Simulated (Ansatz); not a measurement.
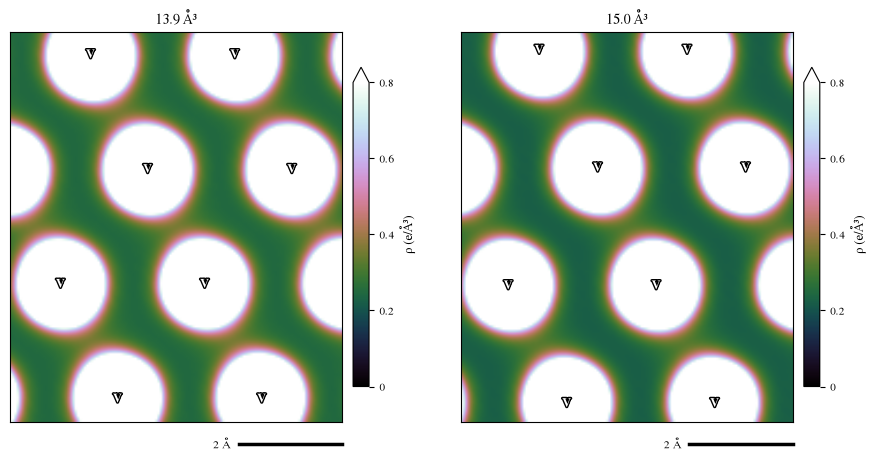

V. The valence charge density (pseudo) of cells scaled evenly to different volumes (given per atom above each panel), on the (11̄0) plane of each (indices in the axes of the cell below), at one length scale and on one colour scale.

A generated structure, not necessarily the stable one; computed without spin polarisation.

These are results of Ansatz, DFT, revPBE, plane waves (420 eV) with PAW, scalar-relativistic, not measurements.

Core electrons are frozen (PAW), and the valence fields are smoothed inside the atomic spheres.

The largest cell:

```
V
1.0
    -3.25660    3.25590    1.27156
     3.25590   -3.25660    1.27156
     1.81230    1.81230   -1.27283
V
2
Direct
  0.00002 0.99998 0.00000
  0.74998 0.25002 0.50000
```

| volume (Å³/atom) | V–V contact in the plane (Å) | ρ at its midpoint (e/Å³) | 
| --- | --- | --- |
| 13.89 | 2.479 | 0.359 | 
| 14.45 | 2.511 | ? | 
| 15.00 | 2.543 | 0.326 | 

> Estimate the missing row, and compare with the calculation.

Over the known rows ln ρ falls by 1.51 per Å of V–V distance (the line through the two), which gives 0.342 e/Å³ at 2.511 Å; the calculation gives 0.342 e/Å³.
